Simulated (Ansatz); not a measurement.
## Run report: Ta8N9, geometry relaxation (part 4 of 4)

Ta8N9 (slab, 34 atoms in the cell); DFT PBE+D3(BJ), scalar-relativistic, plane waves, PAW, no spin polarisation (Ansatz 0.2.0); cutoff 420 eV, 4×3×1 k-mesh, Gaussian smearing of 0.1 eV. The structure derives from an entry of the Crystallography Open Database. The input holds or restrains some coordinates. Forces given for the steps count only the free coordinates. It belongs to a series of runs on one base structure; here: 1 N2 a cell, flat, over a hollow Ta-N site.

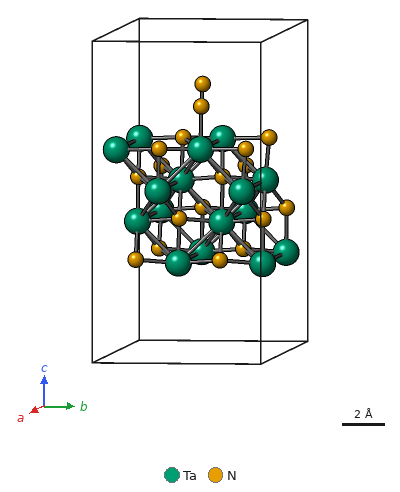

Fig. 1: The geometry at step 21 of the log (ball-and-stick view of the cell of the calculation, with the vacuum cut short, seen slightly off an axis).

### Trajectory as extended XYZ, continued
```
34
Lattice="5.8570 0.0000 0.0000 -2.9285 7.6762 0.0000 0.0000 0.0000 24.0280" Properties=species:S:1:pos:R:3:forces:R:3 step=17 energy=-165858.73113
Ta   -1.4643    7.1537    8.0000   -0.0015   0.2597   0.3033
Ta    0.0000    3.3156    8.0000    0.0008   0.2449   0.3207
Ta    1.4643    7.1537    8.0000    0.0038   0.2595   0.2991
Ta    2.9285    3.3156    8.0000    0.0037   0.2497   0.3244
N     2.9285    5.5140    8.3173    0.0042  -0.5252   0.4940
N     4.3928    1.6759    8.3173   -0.0004  -0.4917   0.4452
N     0.0000    5.5140    8.3173   -0.0007  -0.5213   0.4650
N     1.4643    1.6759    8.3173   -0.0023  -0.4916   0.4475
Ta   -1.4643    4.9915    9.9036   -0.0498   0.2013  -0.3076
Ta    0.0000    1.1534    9.9036    0.0017   0.1653  -0.4054
Ta    1.4643    4.9915    9.9036    0.0516   0.1987  -0.3081
Ta    2.9285    1.1534    9.9036    0.0044   0.1240  -0.4044
N     2.9285    3.3517   10.2208   -0.0139   0.1574  -0.4618
N     1.4643    7.1898   10.2208   -0.0004   0.0336  -0.3738
N     0.0000    3.3517   10.2208    0.0042   0.0802  -0.4740
N    -1.4643    7.1898   10.2208    0.0058   0.0324  -0.3689
Ta    4.3901    2.8490   11.8258    0.0004  -0.0071   0.0055
Ta    2.9301    6.6799   11.8337    0.0020  -0.0042  -0.0016
Ta    1.4677    2.8478   11.8260    0.0060   0.0078   0.0016
Ta    0.0018    6.6800   11.8375    0.0023   0.0019  -0.0014
N     2.9299    1.1950   12.1217   -0.0072   0.0080   0.0006
N     1.4598    5.0299   12.1587   -0.0088   0.0004  -0.0036
N     0.0009    1.1907   12.1166    0.0085  -0.0070  -0.0034
N    -1.4563    5.0307   12.1581    0.0100  -0.0035  -0.0073
Ta    4.3931    0.6449   13.7064   -0.0001   0.0127  -0.0042
Ta    2.9316    4.4849   13.7590   -0.0011   0.0186   0.0224
Ta    1.4669    0.6483   13.7060   -0.0051  -0.0029   0.0026
Ta   -0.0008    4.4158   13.7204   -0.0002   0.0049   0.0056
N    -0.0002    6.8800   13.9777    0.0097  -0.0021  -0.0025
N     1.4402    2.9318   13.9476   -0.0028  -0.0043  -0.0032
N     2.9308    6.8805   13.9702   -0.0083   0.0106  -0.0031
N     4.4235    2.9265   13.9386    0.0004  -0.0003  -0.0024
N    -2.7949    4.6363   17.0183   -0.0082  -0.0043  -0.0574
N    -2.8350    4.5465   15.8996   -0.0087  -0.0059   0.0566
34
Lattice="5.8570 0.0000 0.0000 -2.9285 7.6762 0.0000 0.0000 0.0000 24.0280" Properties=species:S:1:pos:R:3:forces:R:3 step=21 energy=-165858.73231
Ta   -1.4643    7.1537    8.0000   -0.0010   0.2596   0.3019
Ta    0.0000    3.3156    8.0000    0.0012   0.2441   0.3194
Ta    1.4643    7.1537    8.0000    0.0047   0.2598   0.3003
Ta    2.9285    3.3156    8.0000    0.0054   0.2498   0.3247
N     2.9285    5.5140    8.3173    0.0033  -0.5254   0.4937
N     4.3928    1.6759    8.3173   -0.0010  -0.4908   0.4461
N     0.0000    5.5140    8.3173   -0.0012  -0.5213   0.4657
N     1.4643    1.6759    8.3173   -0.0026  -0.4928   0.4470
Ta   -1.4643    4.9915    9.9036   -0.0504   0.2024  -0.3073
Ta    0.0000    1.1534    9.9036   -0.0020   0.1653  -0.4053
Ta    1.4643    4.9915    9.9036    0.0489   0.2044  -0.3060
Ta    2.9285    1.1534    9.9036    0.0037   0.1280  -0.4066
N     2.9285    3.3517   10.2208   -0.0049   0.1586  -0.4615
N     1.4643    7.1898   10.2208   -0.0032   0.0329  -0.3683
N     0.0000    3.3517   10.2208   -0.0031   0.0818  -0.4734
N    -1.4643    7.1898   10.2208    0.0019   0.0331  -0.3710
Ta    4.3900    2.8491   11.8262    0.0005   0.0022   0.0012
Ta    2.9290    6.6797   11.8339    0.0004   0.0039   0.0011
Ta    1.4675    2.8483   11.8254    0.0024   0.0079   0.0157
Ta    0.0011    6.6806   11.8376   -0.0015  -0.0026   0.0005
N     2.9291    1.1958   12.1215    0.0000   0.0030   0.0014
N     1.4582    5.0305   12.1588    0.0002   0.0008  -0.0035
N     0.0005    1.1908   12.1164    0.0008  -0.0026  -0.0031
N    -1.4566    5.0308   12.1586    0.0005   0.0007  -0.0033
Ta    4.3921    0.6481   13.7068   -0.0007   0.0029  -0.0029
Ta    2.9283    4.4848   13.7602   -0.0011   0.0058   0.0032
Ta    1.4651    0.6469   13.7056   -0.0003  -0.0023   0.0006
Ta   -0.0005    4.4172   13.7213    0.0055  -0.0085  -0.0111
N     0.0005    6.8812   13.9779    0.0004   0.0017  -0.0005
N     1.4367    2.9295   13.9430   -0.0046  -0.0009   0.0013
N     2.9278    6.8819   13.9709    0.0007  -0.0007  -0.0026
N     4.4208    2.9293   13.9421    0.0006   0.0004   0.0063
N    -2.9200    4.6053   17.0233    0.0015   0.0005  -0.0100
N    -2.9216    4.5295   15.9034   -0.0050  -0.0013   0.0067
```

### Key numbers

- outcome: converged under the restraints of the input
- electrons treated: 298
- free energy: −165858.7323 eV
- work function, top face: 4.05 eV
- work function, bottom face: 4.19 eV
- Fermi energy: 3.904 eV
- gap on the k-point mesh: none (metallic)
- final volume: 1080.30 Å³
- work function (upper face): 4.05 eV
- largest force (length of the vector) at the end, held atoms and coordinates included: 0.721 eV/Å
- hardware: 4 threads of Arm Neoverse V2, 24 GiB of memory available, shared host
- wall time: 23 min (CPU time 1.5 h)
- peak memory: 3.9 GiB

### Notes

The program warns: the exchange-correlation potential is rough where the density is thin. Spin–orbit coupling is left out, which matters for Ta.
